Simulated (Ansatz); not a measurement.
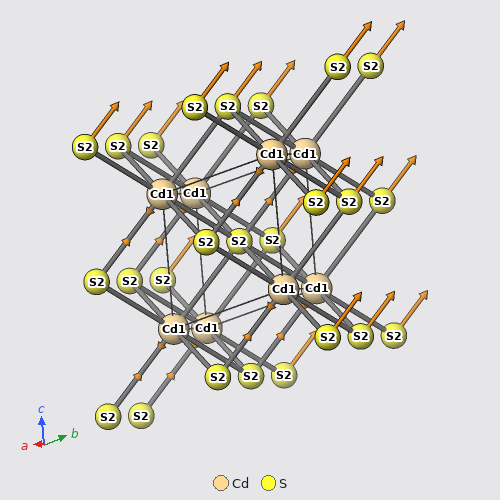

The system is CdS (Fm-3m, No. 225; 2 atoms in the cell); the picture shows the reference structure; orange arrows give the pattern of the mode. The energy is mapped over a normal mode and a strain (zone-centre modes of the 2-atom cell of this scan) (x, y and z along the cube axes). First axis: amplitude of mode 4 (139 cm⁻¹), largest displacement in the unstrained cell. Second axis: equal normal strain along x, y and z. Nothing is relaxed (the pattern is fixed in fractional coordinates). Grid: 11 × 7 points; 42 points were computed and 35 follow by symmetry. Points are written as (first, second). All energies are given in meV per cell relative to the lowest grid point. These are results of DFT r2SCAN, scalar-relativistic, plane waves, PAW (Ansatz), not measurements. Settings: cutoff 500 eV, k-mesh 8×8×8, gaussian smearing 0.05 eV, no spin polarisation.

Its coordinates:

```xyz
2
Lattice="0.0000 2.7269 2.7269 2.7269 0.0000 2.7269 2.7269 2.7269 0.0000" Properties=species:S:1:pos:R:3 pbc="T T T"
Cd    0.0000    0.0000    0.0000
S     2.7269    2.7269    2.7269
```

The input of one point:

```yaml
crystal:
  lattice:
    - [0.0, 2.7269062253, 2.7269062253]
    - [2.7269062253, 0.0, 2.7269062253]
    - [2.7269062253, 2.7269062253, 0.0]
  atoms:
    - { symbol: Cd, position: [0.0, 0.0, 0.0] }
    - { symbol: S, position: [0.5, 0.5, 0.5] }
basis:
  ecutwfc: 500
kpoints:
  mp_grid: { grid: [8, 8, 8] }
hamiltonian:
  xc: r2scan
scf:
  occupations: { method: gaussian, width: 0.05 }
output:
  forces: true
  stress: true
  eigenvalues: true
```

Range: amplitude of mode 4 (139 cm⁻¹), largest displacement in the unstrained cell from −0.203 to 0.203 Å; equal normal strain along x, y and z from −2.50 to 2.50 %.

Q: What will the energy surface look like?

A: The lowest grid point is at (0.000 Å, 0.00 %). No other kind of well shows on this grid. The highest grid point, (−0.203 Å, −2.50 %), lies 187 meV above the lowest. The gap on the k-mesh is 0.8 eV at the lowest point and runs from 0.7 to 0.9 eV over the map.

| second ↓, first → | −0.203 | −0.162 | −0.122 | −0.081 | −0.041 | 0.000 | 0.041 | 0.081 | 0.122 | 0.162 | 0.203 |
| --- | --- | --- | --- | --- | --- | --- | --- | --- | --- | --- | --- |
| 2.50 | 96 | 77 | 65 | 58 | 55 | 54 | 55 | 58 | 65 | 77 | 96 |
| 1.67 | 79 | 55 | 40 | 31 | 26 | 25 | 26 | 31 | 40 | 55 | 79 |
| 0.83 | 73 | 45 | 26 | 14 | 8 | 6 | 8 | 14 | 26 | 45 | 73 |
| 0.00 | 80 | 46 | 24 | 10 | 2 | 0 | 2 | 10 | 24 | 46 | 80 |
| −0.83 | 100 | 62 | 35 | 19 | 10 | 7 | 10 | 19 | 35 | 62 | 100 |
| −1.67 | 136 | 92 | 62 | 42 | 31 | 28 | 31 | 42 | 62 | 92 | 136 |
| −2.50 | 187 | 138 | 103 | 81 | 68 | 64 | 68 | 81 | 103 | 138 | 187 |

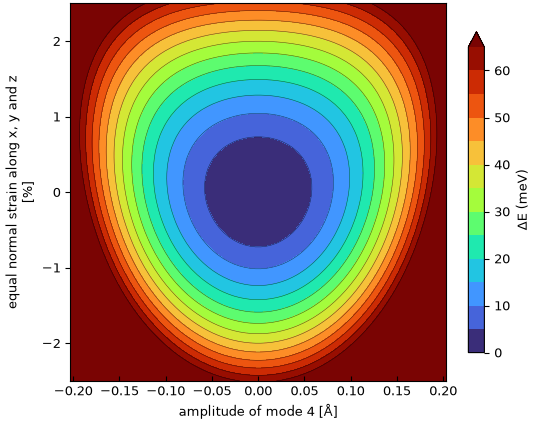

In the figure: filled contours, one colour for all values above the top of the scale. Between grid points the surface is interpolated.

Each point was launched as `ansatz run input.yaml --threads 1 --pin off --max-ram 2048MiB --backend cpu --events-out ev --progress --plain --runs-dir out`. The whole map (42 points run) took 5.1 min on 1 thread of Intel(R) Xeon(R) Platinum 8488C (Sapphire Rapids), on a shared host.
